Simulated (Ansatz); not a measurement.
**Run report: Si, geometry relaxation (part 3 of 3)**

The same run, continued: Si (8 atoms in the cell); DFT r2SCAN, scalar-relativistic, plane waves, PAW, no spin polarisation (Ansatz 0.2.0); cutoff 500 eV, 8×8×6 k-mesh, Gaussian smearing of 0.15 eV. The structure derives from a Materials Project entry. It belongs to a series of runs on one base structure; here: all atoms moved at random, sigma 0.05 A a component, cell strained at random, sigma 0.01; relaxed back.

Geometry of the input (Å; fractional positions):
```
4.5949  -2.4791  0.0173
4.5849  2.4604  -0.0155
0.0010  -0.0359  5.4152
Si 0.4873  0.5031  0.7667
Si 0.5018  0.5021  0.2420
Si 0.0082  0.9949  0.2746
Si 1.0006  0.0085  0.7298
Si 0.7160  0.7302  0.4949
Si 0.2227  0.2254  -0.0146
Si 0.2856  0.2670  0.5037
Si 0.7779  0.7687  0.0029
```

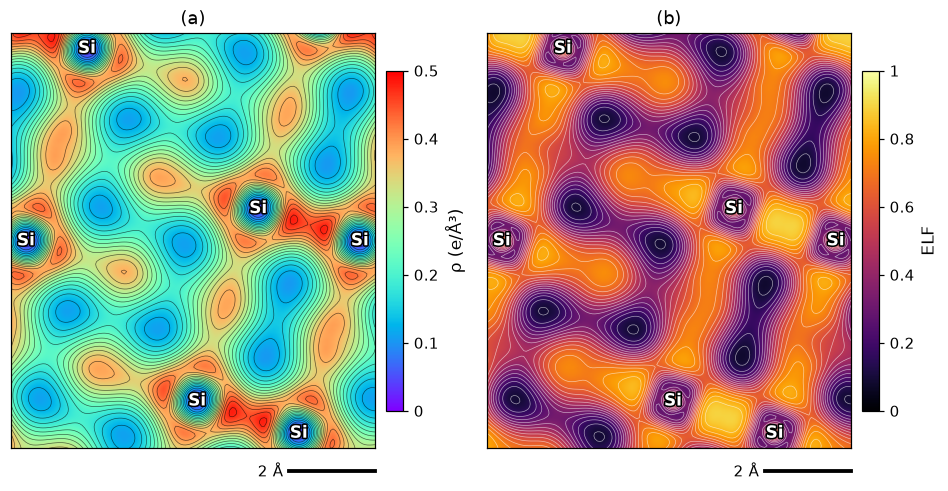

**Figure 1.** (a) valence charge density (pseudo); (b) electron localisation function on the (111) plane of the calculation cell. The section cuts through Si sites. Away from the nuclei the density in this plane falls to 0.1 e/Å³ at its lowest.

## Key numbers

- outcome: converged
- space group (tolerance 0.01 Å): P1 (1) → C2/m (12)
- electrons treated: 32
- free energy: −5109.1279 eV
- Fermi energy: 9.764 eV
- gap on the k-point mesh: none (metallic)
- pressure: 0.02 GPa
- final volume: 121.68 Å³
- largest force (length of the vector) at the end: 0.001 eV/Å
- final cell: a = 5.230 Å, b = 5.230 Å, c = 5.537 Å, α = 92.70°, β = 92.70°, γ = 53.55°
- hardware: 2 threads of Intel Xeon (Granite Rapids), 32 GiB of memory available, shared host
- wall time: 7.8 min (CPU time 15 min)
- peak memory: 1.2 GiB
